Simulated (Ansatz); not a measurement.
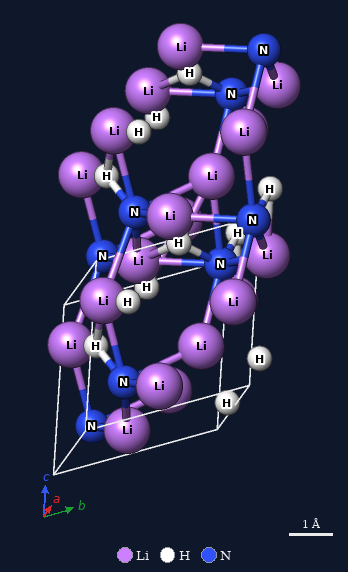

Starting structure of solid Li3H3N2 (built on the V3Cr3Si2-155 type type). A ball-and-stick model of the cell of the calculation, repeated 2 × 1 × 2 with one cell outlined, seen from a free direction.

Level of theory: DFT, r2SCAN+rVV10, plane waves, PAW in Ansatz.

The input:
```yaml
crystal:
  lattice:
    - [2.3017062452, 1.3288907203, 2.9582428534]
    - [-2.3017062452, 1.3288907203, 2.9582428534]
    - [0.0, -2.6577814406, 2.9582428534]
  atoms:
    - { symbol: Li, position: [0.6845273815, 0.3154726185, 0.0] }
    - { symbol: Li, position: [0.3154726185, 0.0, 0.6845273815] }
    - { symbol: Li, position: [0.0, 0.6845273815, 0.3154726185] }
    - { symbol: H, position: [0.9615201988, 0.0384798012, 0.5] }
    - { symbol: H, position: [0.0384798012, 0.5, 0.9615201988] }
    - { symbol: H, position: [0.5, 0.9615201988, 0.0384798012] }
    - { symbol: "N", position: [0.1875669852, 0.1875669852, 0.1875669852] }
    - { symbol: "N", position: [0.8124330148, 0.8124330148, 0.8124330148] }
kpoints:
  mp_grid: { grid: [6, 6, 6] }
hamiltonian:
  xc: r2scan
  dispersion: rvv10
scf:
  occupations: { method: fermi_dirac, width: 0.03 }
relax:
  f_tol: 0.01
  cell: {}
  max_steps: 120
```

Command:
```bash
ansatz run input.yaml --threads 4 --pin off --max-ram 4608MiB --backend cpu --events-out ev --progress --plain --runs-dir out
```

**Predict the outcome.**

The energy falls by 0.2 meV per atom in 2 accepted moves (3 points after the start). The largest force component goes from 0.028 to 0.0016 eV/Å. Pressure: −0.72 GPa at the start and 0.01 GPa at the end. The SCF was repeated once at an unchanged geometry on a basis and grid sized afresh for the cell, which shifted the energy by less than 0.05 meV per atom at most. The largest moves relative to the cell, 0.004 Å, are those of Li1, Li2, Li3, N7 and N8. Li1 goes along [1 −1 0]. Largest moves by element: Li 0.004 Å, N 0.004 Å, H 0.001 Å. The drawn cell changes as follows: a = b = c 3.977 → 3.960 Å (−0.4 %), α 70.7° → 71.0°, β 70.7° → 71.0°, γ 70.7° → 71.0°; the volume changes by −0.9 %. Near-neighbour distances that change, for instance: Li1–Li2 2.515 → 2.504 Å, Li1–N7 2.209 → 2.200 Å, Li1–H5 1.735 → 1.725 Å, Li1–N7 (another image) 2.040 → 2.032 Å. The space group stays R32 (No. 155).

History of the run:

```
step  E − E(0), meV/atom  largest force component, eV/Å  pressure, GPa  volume, Å³/atom                      note
   0                0.00                         0.0276          -0.72            6.786                          
   1               -0.16                         0.0107          -0.45            6.762                          
   2               -0.24                         0.0015           0.01            6.723                          
   3               -0.22                         0.0016           0.01            6.723  same geometry, new basis
```

The structure at the end:

```
CELL_PARAMETERS angstrom
2.29838 1.32697 2.93913
-2.29838 1.32697 2.93913
0.00000 -2.65394 2.93913
ATOMIC_POSITIONS crystal
Li 0.68547 0.31453 0.00000
Li 0.31453 0.00000 0.68547
Li 0.00000 0.68547 0.31453
H 0.96125 0.03875 0.50000
H 0.03875 0.50000 0.96125
H 0.50000 0.96125 0.03875
N 0.18804 0.18804 0.18804
N 0.81196 0.81196 0.81196
```
